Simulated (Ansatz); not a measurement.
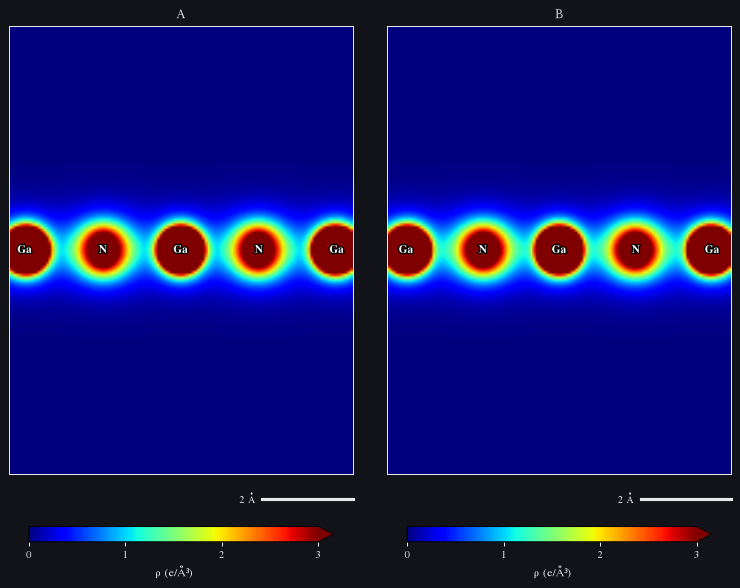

GaN. The valence electron density of two cells that differ in size, on the (110) plane of each (indices in the axes of the calculation cell), at one length scale and on one colour scale; one has 40.2 and the other 42.6 Å³ an atom.

Computed with Kohn-Sham DFT of a periodic cell, PBE, Ansatz PAW (Ansatz 0.2.0).

Core electrons are frozen (PAW), and the valence fields are smoothed inside the atomic spheres.

The larger cell:

```
Ga N
1.0
     5.33296    0.00000    0.00000
    -2.66648    4.61848    0.00000
     0.00000    0.00000    3.45659
Ga N
1 1
Direct
  0.00000 0.00000 0.50000
  0.00000 0.00000 0.00000
```

The smaller cell: a = 5.230 Å, b = 5.230 Å, c = 3.390 Å, α = 90.00°, β = 90.00°, γ = 120.00°.

### Which panel shows the smaller cell, and what does the compression change?

Panel B is the smaller cell, by 6 % in volume. From the larger cell to the smaller, Ga–N goes from 1.73 to 1.70 Å, and the density at its midpoint from 1.1 to 1.2 e/Å³; the pressure goes from −2.4 to 0.0 GPa; the Kohn–Sham gap goes from 0.90 eV to 1.2 eV.
